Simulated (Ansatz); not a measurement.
Consider Si48O (cell charge +1, with a compensating background) (cell with a defect).

Si48O (cell charge +1, with a compensating background) (cell with a defect), 49 atoms, a = 9.99 Å, b = 9.99 Å, c = 9.99 Å, α = 83.76°, β = 83.76°, γ = 83.76°.

Spin-polarised.

Method: DFT PBE, scalar-relativistic, plane waves, PAW in Ansatz.

Question: Predict the valence pseudo-density and electron localisation function between the atoms.

Answer: Si–Si (2.36 Å): the density is about 0.57 e/Å³ at the midpoint; the ELF peaks at about 0.95 between the atoms.
Si–Si (2.36 Å): ρ at the midpoint is about 0.57 e/Å³; the ELF peaks at about 0.95 between the atoms.

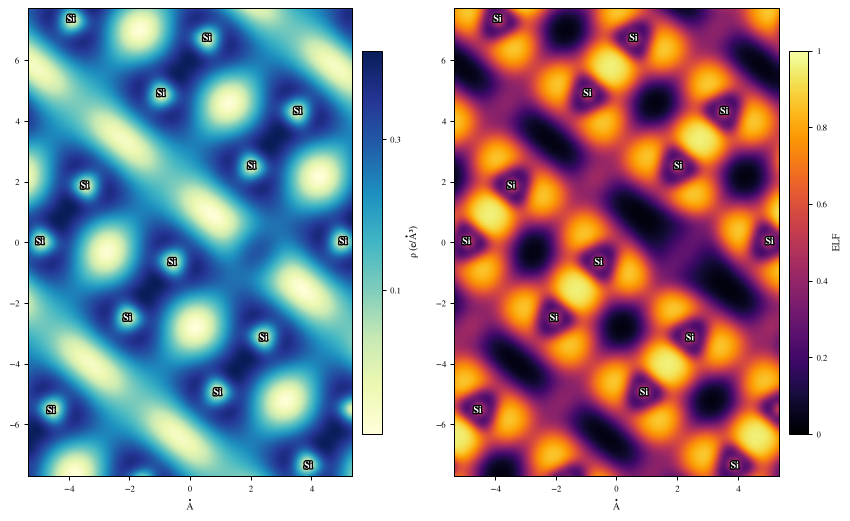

Computed valence pseudo-density and electron localisation function on the (101̄) plane of the calculation cell, in this order. 

Core electrons are frozen (PAW), and the valence fields are smoothed inside the atomic spheres.
